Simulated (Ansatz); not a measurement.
```
Ti Al
1.0
     3.93714    0.00000    0.00000
     0.00000    3.93714    0.00000
     0.00000    0.00000    3.93714
Ti Al
1 3
Direct
  0.00000 0.00000 0.00000
  0.50000 0.50000 0.00000
  0.50000 0.00000 0.50000
  0.00000 0.50000 0.50000
```

Space group Pm-3m; a structure from a database of computed crystals, not necessarily the ambient phase; computed without spin polarisation.

Theory: DFT PBEsol, scalar-relativistic, plane waves, PAW (Ansatz).

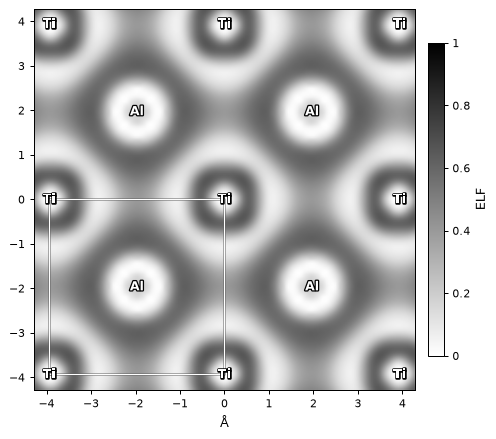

TiAl$_{3}$. ELF on the (100) plane of the conventional cell.

In a PAW calculation such maps are meaningful between the atoms, not at the nuclei.

**Interpret the plot.**

Atoms in the plane: Ti and Al.
Ti–Al (2.78 Å): the ELF is about 0.35 at the midpoint.
The features right at Ti lie inside the PAW spheres, where the map follows smoothed inner orbitals and isn't to be read closely.

**Does the calculation make it a metal, or give it a gap?**

It is metallic or semimetallic at this level of theory: no gap opens.
